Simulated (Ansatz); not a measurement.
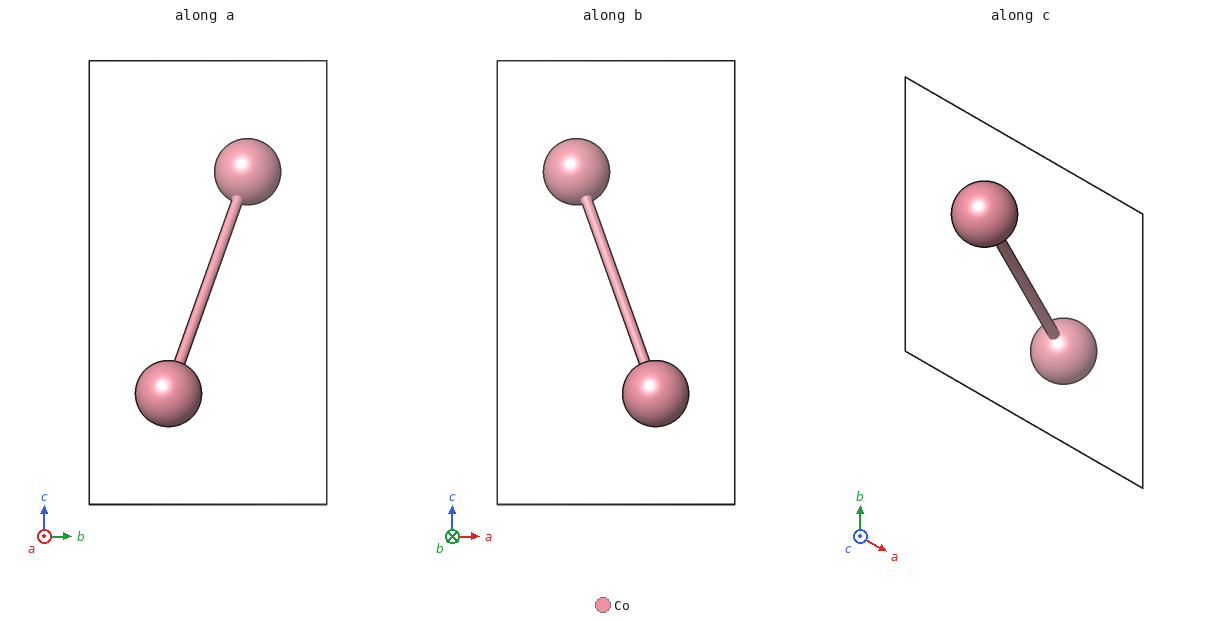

The image is a ball-and-stick drawing of a crystal, viewed along the a axis, along the b axis and along the c axis. The wireframe shows the conventional unit cell.

Lattice parameters: a = 2.492 Å, b = 2.492 Å, c = 4.034 Å, α = 90.00°, β = 90.00°, γ = 120.00°. Put a along x and b in the xy plane.

Set out the cell and atoms as a POSCAR file.

Answer.
```
Co
1.0
     2.492    0.000    0.000
    -1.246    2.158    0.000
     0.000    0.000    4.034
Co
2
Direct
  0.3333 0.6667 0.7500
  0.6667 0.3333 0.2500
```

Origin of the cell: a structure type filled with this element by a generator (whether the element takes this form wasn't checked). Earlier steps of the study may have refined or changed the cell and positions. It was the input of a calculation with Ansatz.
